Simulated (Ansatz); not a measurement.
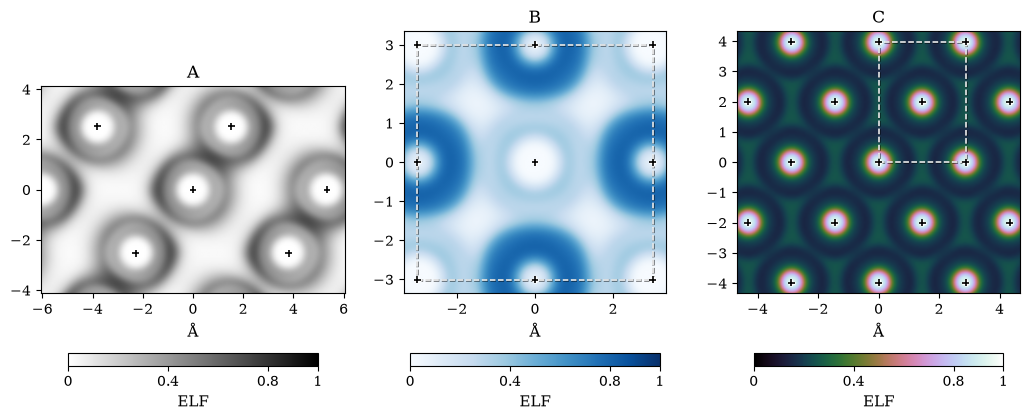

The ELF of 3 systems, each on a plane through atoms (crosses mark nuclei in the plane).

Computed with Ansatz, Kohn-Sham DFT of a periodic cell, HSE06, Ansatz PAW.

System 1: SnSe, the (010) plane of the conventional cell. Space group Fm-3m.

```xyz
8
Lattice="6.0200 0.0000 0.0000 0.0000 6.0200 0.0000 0.0000 0.0000 6.0200" Properties=species:S:1:pos:R:3 pbc="T T T"
Sn    0.0000    0.0000    0.0000
Sn    3.0100    3.0100    0.0000
Sn    3.0100    0.0000    3.0100
Sn    0.0000    3.0100    3.0100
Se    3.0100    0.0000    0.0000
Se    0.0000    3.0100    0.0000
Se    0.0000    0.0000    3.0100
Se    3.0100    3.0100    3.0100
```

System 2: Cu, the (101̄) plane of the conventional cell. Space group I4/mmm; a structure from a database of computed crystals, not necessarily the ambient phase; computed pressure about 7 GPa in this cell.

```
Cu
1.0
     2.88559    0.00000    0.00000
     0.00000    2.88559    0.00000
     0.00000    0.00000    2.75216
Cu
2
Direct
  0.00000 0.00000 0.00000
  0.50000 0.50000 0.50000
```

System 3: Sb, the (110) plane of the conventional cell. Space group R-3m; not relaxed (largest force 0.5 eV/Å).

```cif
data_structure
_symmetry_space_group_name_H-M 'P 1'
_symmetry_Int_Tables_number 1
_cell_length_a 4.3651
_cell_length_b 4.3651
_cell_length_c 11.4224
_cell_angle_alpha 90.000
_cell_angle_beta 90.000
_cell_angle_gamma 120.000
_cell_volume 188.48
loop_
_atom_site_label
_atom_site_type_symbol
_atom_site_fract_x
_atom_site_fract_y
_atom_site_fract_z
_atom_site_occupancy
Sb1 Sb 0.66667 0.33333 0.09984 1
Sb2 Sb 0.33333 0.66667 0.43318 1
Sb3 Sb 0.00000 0.00000 0.76651 1
Sb4 Sb 0.00000 0.00000 0.23349 1
Sb5 Sb 0.66667 0.33333 0.56682 1
Sb6 Sb 0.33333 0.66667 0.90016 1
```

Question: Match each panel to its system.

Answer: Panel A is system 3, Sb: the plane holds Sb. Sb–Sb (2.95 Å): the ELF peaks at about 0.70 between the atoms. Panel B is system 1, SnSe: the plane holds Sn and Se. Sn–Se (3.01 Å): the ELF is about 0.40 at the midpoint and 0.30 at its lowest between the atoms. Panel C is system 2, Cu: the plane holds Cu. Cu–Cu (2.46 Å): the ELF is about 0.20 at the midpoint (no localised pair shows between them).
